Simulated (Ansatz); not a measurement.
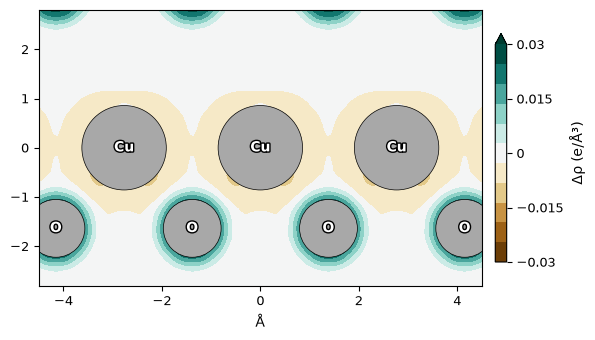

CuO. Difference of the valence pseudo-densities of two functionals at the same geometry, on the (110) plane of the calculation cell: PBE less LDA.

Both computed with Ansatz (plane waves, PAW), on the same k-point mesh. Grey discs cover the atomic cores.

Q: Where does the change of functional move the electrons?

A: Against LDA, PBE gives less density around Cu (−0.006 e/Å³ on average at 1.0 Å from the nucleus), more density around O (+0.008 e/Å³ on average at 0.7 Å from the nucleus) and a change of −0.007 e/Å³ at the midpoint of Cu–O.
